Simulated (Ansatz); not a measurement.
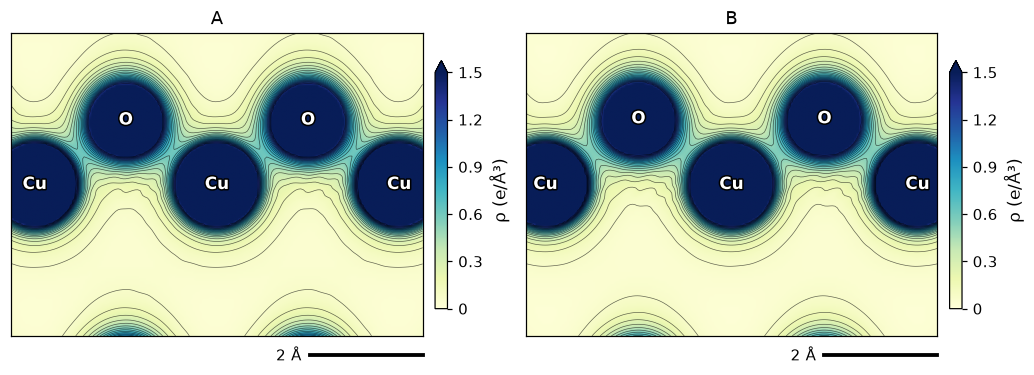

CuO. The valence charge density (pseudo) of two cells that differ in size, on the (011̄) plane of each (indices in the axes of the calculation cell), at one length scale and on one colour scale: B has 12.6 Å³ an atom and A 11.8.

Level of theory: Kohn-Sham DFT of a periodic cell, PBE, Ansatz PAW in Ansatz.

The density is the valence pseudo-density of a PAW calculation; it isn't the true density close to the nuclei.

What changes from the larger cell to the smaller?

Answer. From the larger cell to the smaller, Cu–O goes from 2.02 to 1.97 Å, and the density at its midpoint from 0.55 to 0.61 e/Å³; the pressure goes from −10 to −3.0 GPa.
